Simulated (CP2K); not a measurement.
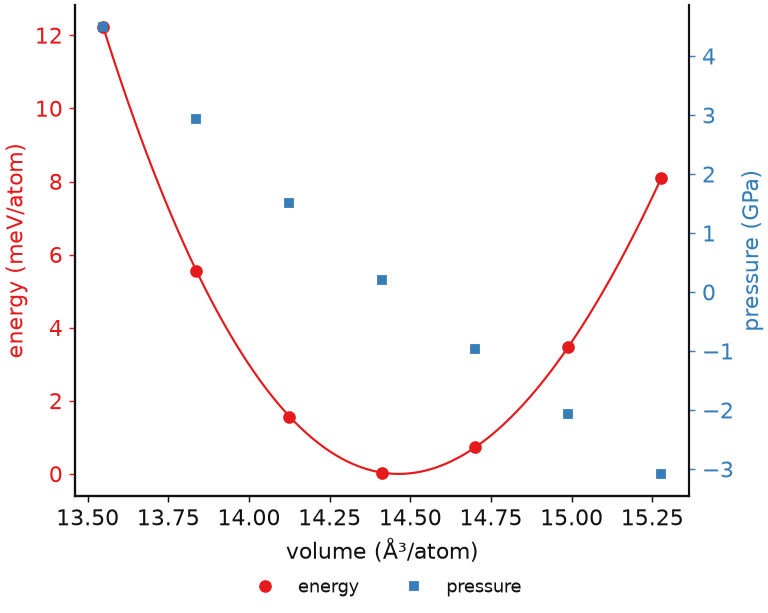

The figure shows the energy and pressure against volume for SiO, space group F-43m (No. 216) (cell built by us, not taken from a database).

The given structure:
```
Si O
1.0
     3.44169    0.00000    0.00000
     1.72084    2.98059    0.00000
     1.72084    0.99353    2.81013
Si O
1 1
Cartesian
  5.1625 2.9806 2.1076
  0.0000 0.0000 0.0000
```

Method: DFT in Gaussian orbitals with a plane-wave density, no spin polarisation; energies at scaled volumes of the given cell, shape and fractions fixed, counted from the fit's minimum, third-order Birch-Murnaghan fit (CP2K 2026.2). Level: PBE.

| setting | value |
| --- | --- |
| k mesh | 9×9×9 |
| occupations | Fermi–Dirac |
| smearing width | 0.05 eV |
| potentials | GTH PBE with UZH TZVP basis |
| density cutoff | 8163 eV |
| program settings | ngrids 4, basis sets Si TZVP-MOLOPT-PBE-GTH-q4, basis sets O TZVP-MOLOPT-PBE-GTH-q6, cutoff ry 600 Ry, rel cutoff ry 60 Ry |

What equilibrium volume and bulk modulus follow from the curve?

A third-order Birch–Murnaghan fit gives V0 = 14.46 Å³/atom, B0 = 61.4 GPa and B′ = 3.4.

Read off the course of the pressure.

It falls from 4.49 GPa at volume 13.55 Å³/atom to −3.08 GPa at 15.28 Å³/atom, and changes sign near 14.46 Å³/atom.

The computed values:

```tsv
volume (Å³/atom)	energy (meV/atom)	pressure (GPa)
13.55	12.22	4.49
13.84	5.55	2.94
14.13	1.57	1.51
14.41	0.04	0.21
14.70	0.73	-0.97
14.99	3.48	-2.06
15.28	8.11	-3.08
```
